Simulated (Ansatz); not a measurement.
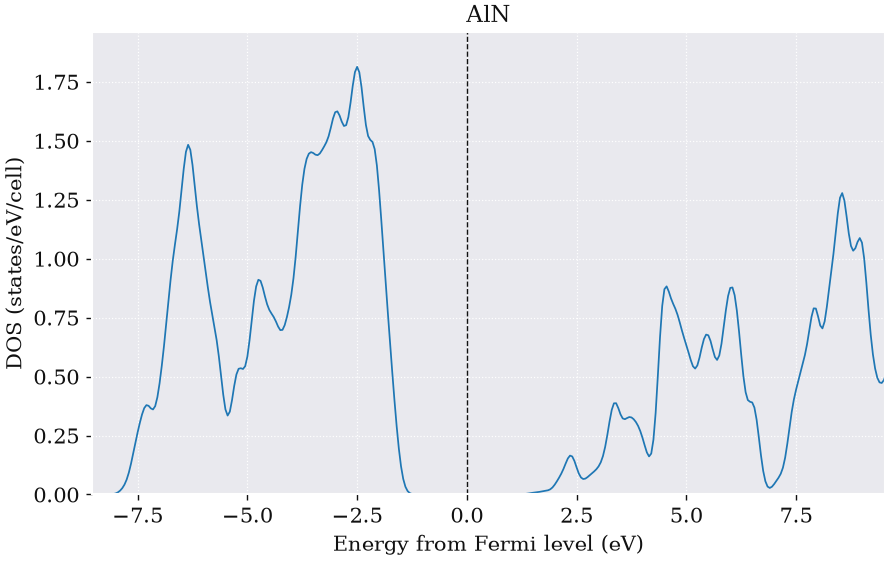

Density of states. Energies are counted from the Fermi level. The curve is built from the levels of the k mesh with Gaussians 0.3 eV wide, which also blur the band edges.

The material is AlN, space group I-4m2, 2 atoms in the cell, uniaxial (z) strain −5.6%.

Method: DFT, PBE, plane waves, PAW, no spin polarisation, 10×10×10 k mesh (Ansatz).

Question: Metal or insulator, going by the density of states?

Answer: There is a gap; over the k points computed it is 3.05 eV (indirect; the smallest direct gap is 4.53 eV).

Question: How wide is the upper valence band?

Answer: The upper group of valence states starts about 6.2 eV under the valence-band top (which lies at −1.5 eV on this axis), with a gap beneath it; it holds about 6 electrons a cell.

The cell is at 18 GPa in this functional.
